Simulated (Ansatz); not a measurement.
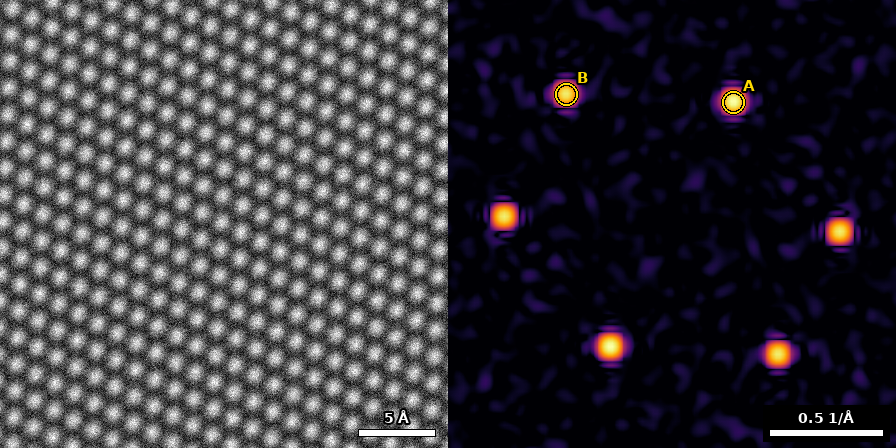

Phase-contrast TEM-like image of a crystal. Simulated in the weak-phase-object approximation with neutral-atom potentials: 200 kV, Cs = −40 µm, defocus +120 Å (negative is underfocus), defocus spread 8 Å, aperture 0.96 1/Å. Shot noise was added.

The right panel is the modulus of the image's Fourier transform on a logarithmic scale.

### Which lattice spacings do the marked spots stand for, and what angle do A and B enclose?

A: 1.6 Å, B: 1.3 Å; A and B enclose about 66°.

The crystal is Ti (Im-3m, No. 229) along [210]; the spots are (002) and (1 -2 1). Structure: the end point of a relaxation with DFT, PBE, plane waves (420 eV) with PAW, scalar-relativistic in Ansatz 0.2.0; the starting structure was generated, so it need not be a known form of this composition.
